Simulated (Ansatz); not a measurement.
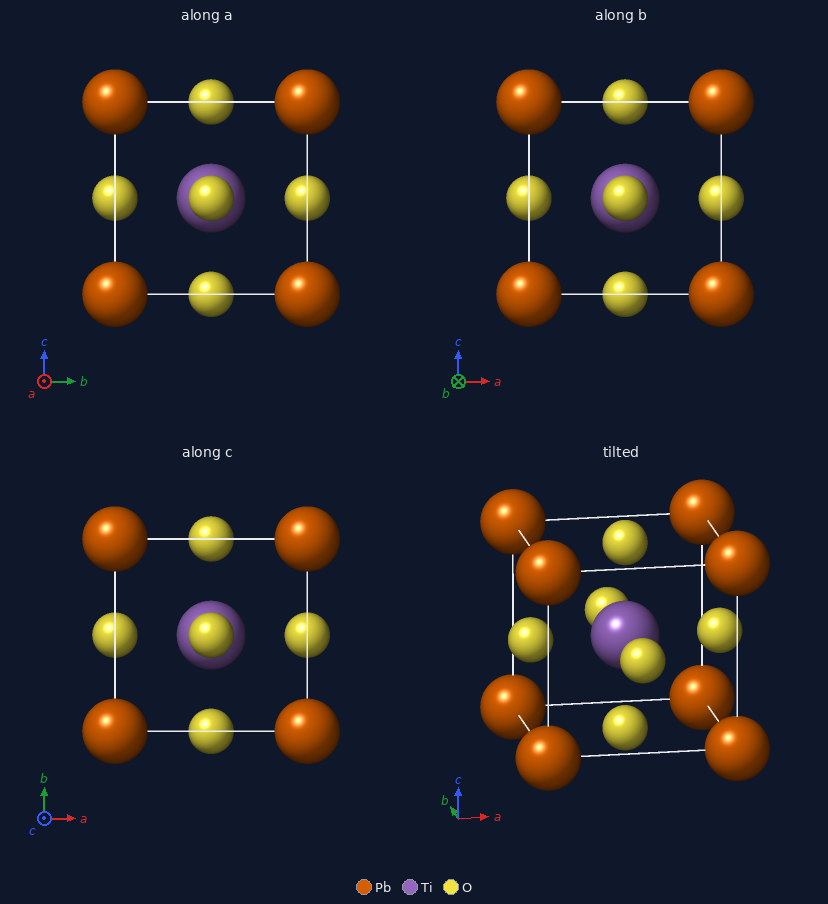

Spheres-only drawing of the structure, looking along the a axis, along the b axis, along the c axis and slightly off an axis. The wireframe shows the conventional unit cell.

Lattice parameters: a = 3.9351 Å, b = 3.9351 Å, c = 3.9351 Å, α = 90.000°, β = 90.000°, γ = 90.000°.

Question: Set out the cell and atoms as a CIF with its space group and independent sites.

Answer:
```cif
data_structure
_symmetry_space_group_name_H-M 'P m -3 m'
_symmetry_Int_Tables_number 221
_cell_length_a 3.9351
_cell_length_b 3.9351
_cell_length_c 3.9351
_cell_angle_alpha 90.000
_cell_angle_beta 90.000
_cell_angle_gamma 90.000
_cell_volume 60.93
loop_
_atom_site_label
_atom_site_type_symbol
_atom_site_symmetry_multiplicity
_atom_site_Wyckoff_symbol
_atom_site_fract_x
_atom_site_fract_y
_atom_site_fract_z
_atom_site_occupancy
Pb1 Pb 1 a 0.0000 0.0000 0.0000 1
Ti1 Ti 1 b 0.5000 0.5000 0.5000 1
O1 O 3 c 0.5000 0.5000 0.0000 1
```

Its origin is a structure type filled with these elements by a generator (whether the compound takes this form wasn't checked). Earlier steps of the study may have refined or changed the cell and positions. An electronic-structure calculation with Ansatz was run on it.
